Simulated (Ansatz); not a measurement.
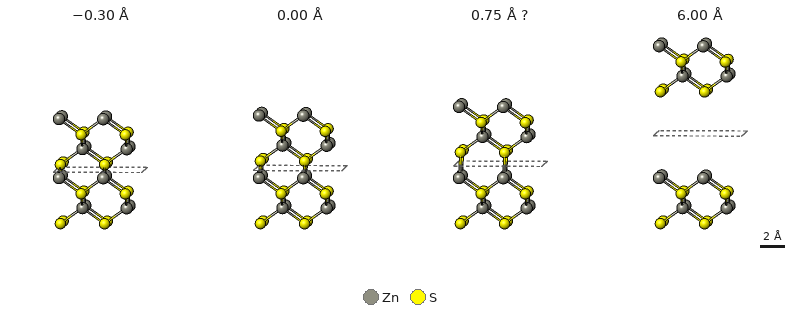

A scan of crystalline ZnS (F-43m): the crystal is pulled apart rigidly along the normal of the (0 −1 0) plane of the conventional cell, at a cut between a plane of Zn below and one of S above, 1.35 Å apart. One cut stands in each cell, which starts 10.8 Å high; nothing is relaxed, and the dashed outline marks the cut. Style: ball-and-stick. Shown: the layers on both sides of the cut, from the side, nearly along the cut plane.

Theory: DFT PBEsol, scalar-relativistic, plane waves, PAW (Ansatz 0.2.0). Settings: plane-wave cutoff 420 eV; k-point mesh 7 × 7 × 3; occupations gaussian; smearing width 0.05 eV; no spin polarisation. Energies (free energies at the smearing named) are counted from the cell as listed in its source, which wasn't relaxed.

| opening (Å) | ΔE per area (J/m²) |
| --- | --- |
| −0.30 | 0.218 |
| −0.15 | 0.035 |
| 0.00 | 0.000 |
| 0.25 | 0.214 |
| 0.50 | 0.670 |
| 0.75 | ? |
| 1.00 | 1.881 |
| 1.50 | 2.993 |
| 2.00 | 3.667 |
| 3.00 | 4.177 |
| 4.50 | 4.314 |
| 6.00 | 4.348 |

Question: Estimate the missing energy from the other rows, and compare with the calculation.

Answer: A straight line between the two neighbours gives 1.276 J/m². A cubic through the four nearest rows (0.25, 0.50, 1.00, 1.50) gives, with Lagrange weights, (−0.2000)(0.214) + (0.7500)(0.670) + (0.5000)(1.881) + (−0.0500)(2.993) = 1.251 J/m². The calculation gives 1.256 J/m², so the cubic is 0.005 J/m² too low and the straight line 0.020 J/m² too high, as the curve bends upwards here.

The whole profile:

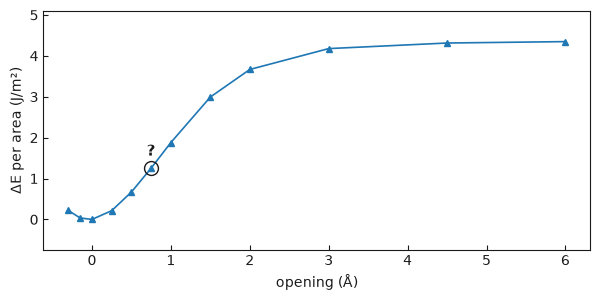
